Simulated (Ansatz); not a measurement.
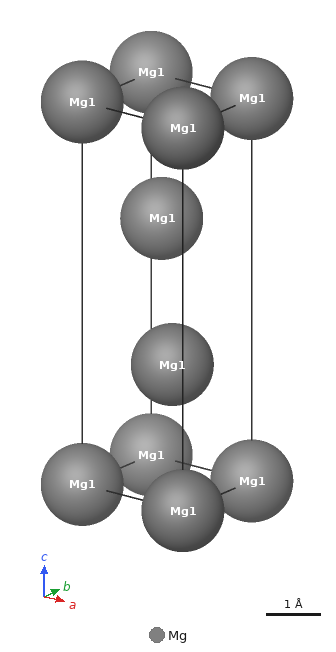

The starting point is a symmetric starting cell of Mg (made from another compound by putting Mg in place of Cd). Style: spheres-only. Shown: the conventional cell (3 times the calculation's cell), slightly off an axis. Lengths and directions refer to the drawn axes.

Theory: Ansatz 0.2.0, DFT PBE, scalar-relativistic, plane waves, PAW. Set-up: plane-wave cutoff 420 eV; k-point mesh 18 × 18 × 18; occupations gaussian; smearing width 0.1 eV; no spin polarisation.

Now this is done to it. All lengths are scaled by +1.1 % (volume +3.5 %), the atoms keeping their fractional coordinates. No relaxation follows. The starting cell wasn't computed here and needn't be at equilibrium, so pressure and forces aren't due to the change alone.

Q: Predict the response.

A: The pressure is 2.4 GPa (not all of it need come from the change, since the unchanged cell can be under pressure at this level too). The principal stresses (compression positive) are 5.2 GPa along c and 1.1 GPa across it. All forces vanish by symmetry. Near-neighbour distances before and after: Mg–Mg 3.176 → 3.212 Å, Mg–Mg 3.035 → 3.070 Å. The space group stays R-3m (No. 166).
